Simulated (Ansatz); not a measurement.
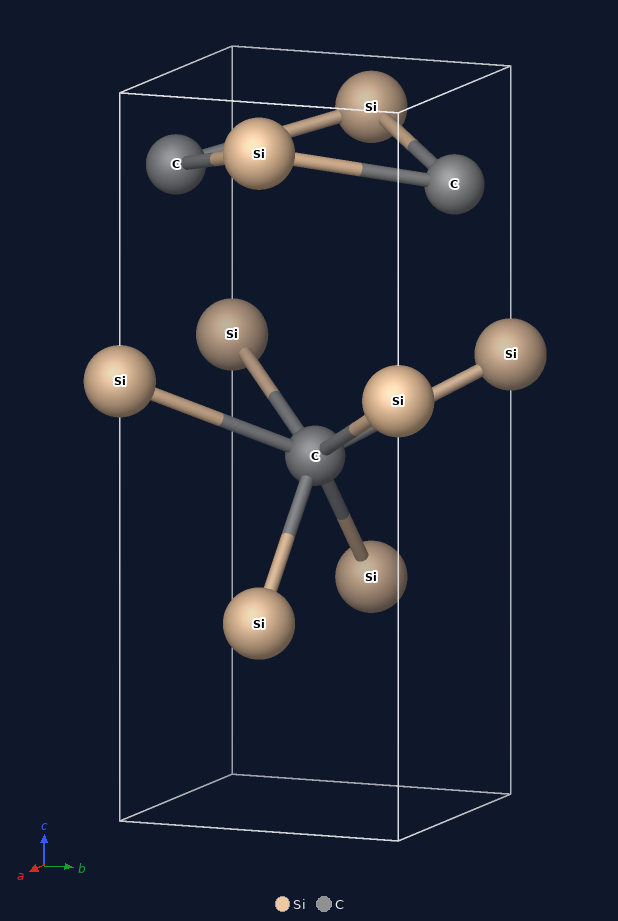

Crystal structure, ball-and-stick style, seen slightly off an axis. The parallelepiped is the conventional unit cell. Cell: a = 2.74 Å, b = 2.82 Å, c = 6.90 Å, α = 90.00°, β = 90.00°, γ = 90.00°.

The initial geometry was a structure type filled with these elements by a generator (whether the compound takes this form wasn't checked). Earlier steps of the study may have refined or changed the cell and positions. A calculation with Ansatz used it as input.

Q: What structure is drawn here?

A: The material is Si3C2. The space group is Pmm2 (No. 25); the lattice is primitive orthorhombic. The cell comprises 1 formula unit: 3 Si, 2 C. Neighbours within bonding distance: Si 3 to 5 (mean 4.0) and C 4 to 6 (mean 5.0).

Theory: DFT PBE, scalar-relativistic, plane waves, PAW in Ansatz 0.2.0. Numerical settings: plane waves to 420 eV, k-point mesh 14×14×6, Gaussian smearing of 0.1 eV, no spin polarisation.

Q: Classify it as metallic or gapped, with the value.

A: A metal: bands cross the Fermi level.

Q: What charge does Bader's analysis assign to each element?

A: Si +1.04 to +2.09 e; C -2.56 to -2.40 e.

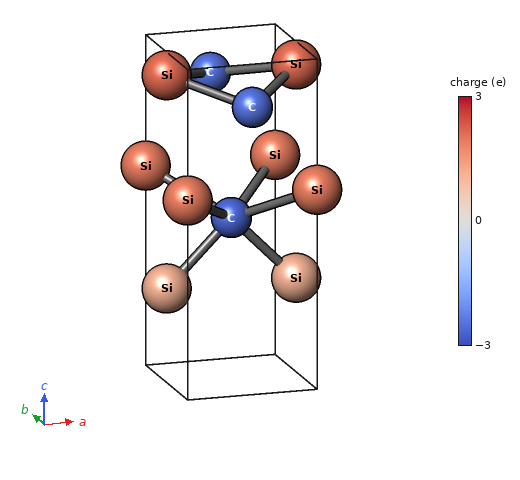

The atoms coloured by those charges. The run's cell of 5 atoms is drawn.

Q: Are forces and stress small enough to call this relaxed?

A: Yes. All forces vanish to within 0.01 eV/Å. The pressure is 0.0 GPa, close to zero.
